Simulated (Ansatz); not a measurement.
System: MnSi.

```yaml
crystal:
  lattice:
    - [4.40000, 0.00000, 0.00000]
    - [0.00000, 4.40000, 0.00000]
    - [0.00000, 0.00000, 4.40000]
  atoms:
    - { symbol: Mn, position: [0.13793, 0.13793, 0.13793] }
    - { symbol: Mn, position: [0.63793, 0.36207, 0.86207] }
    - { symbol: Mn, position: [0.86207, 0.63793, 0.36207] }
    - { symbol: Mn, position: [0.36207, 0.86207, 0.63793] }
    - { symbol: Si, position: [0.84566, 0.84566, 0.84566] }
    - { symbol: Si, position: [0.34566, 0.65434, 0.15434] }
    - { symbol: Si, position: [0.15434, 0.34566, 0.65434] }
    - { symbol: Si, position: [0.65434, 0.15434, 0.34566] }
```

Space group P2₁3; computed pressure about 4 GPa in this cell; spin-polarised.

Method: DFT LDA, scalar-relativistic, plane waves, PAW (Ansatz 0.2.0).

Question: What will maps of the valence pseudo-density, electron localisation function and spin density show?

Answer: Mn–Si (2.32 Å): the density is about 0.48 e/Å³ at the midpoint; the ELF peaks at about 0.65 in the valence shell of Si, 0.9 Å from its nucleus, and is about 0.45 at the midpoint.
Mn–Si (2.45 Å): ρ is about 0.4 e/Å³ halfway; the ELF peaks at about 0.70 in the valence shell of Si, 0.9 Å from its nucleus, and is about 0.45 at the midpoint.
The spin density sits on Mn: +0.5 μB (×4) in one cell of 8 atoms: parallel main moments (a ferromagnetic arrangement) in this solution. The cell of the calculation (8 atoms) carries 1.9 μB of net spin moment.

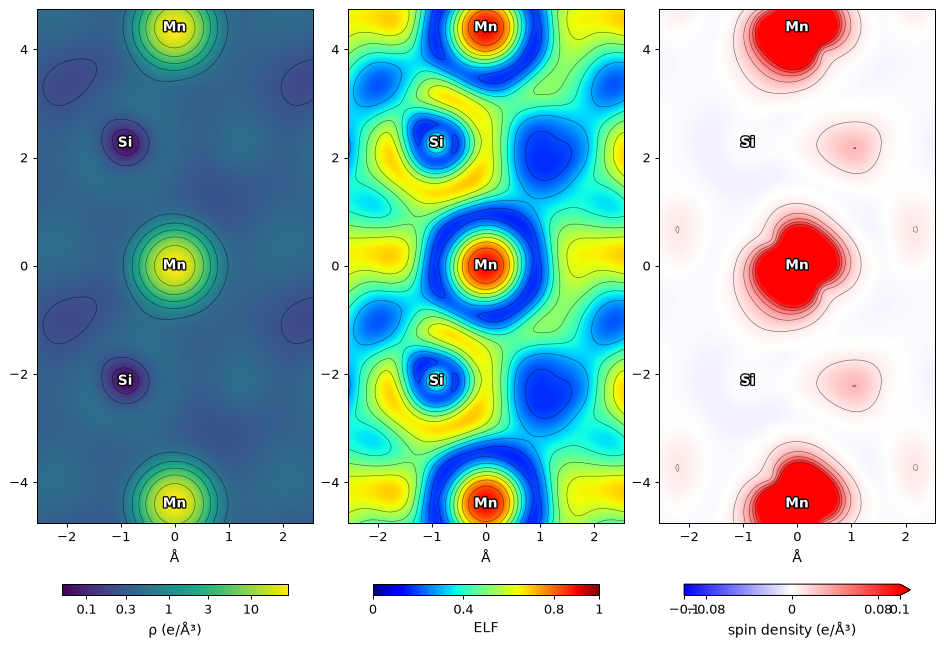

Computed valence pseudo-density, electron localisation function and spin density on the (100) plane of the conventional cell, in this order. Atoms just off the plane (Si, 0.9 Å away) can leave unmarked features too.

Core electrons are frozen (PAW), and the valence fields are smoothed inside the atomic spheres.
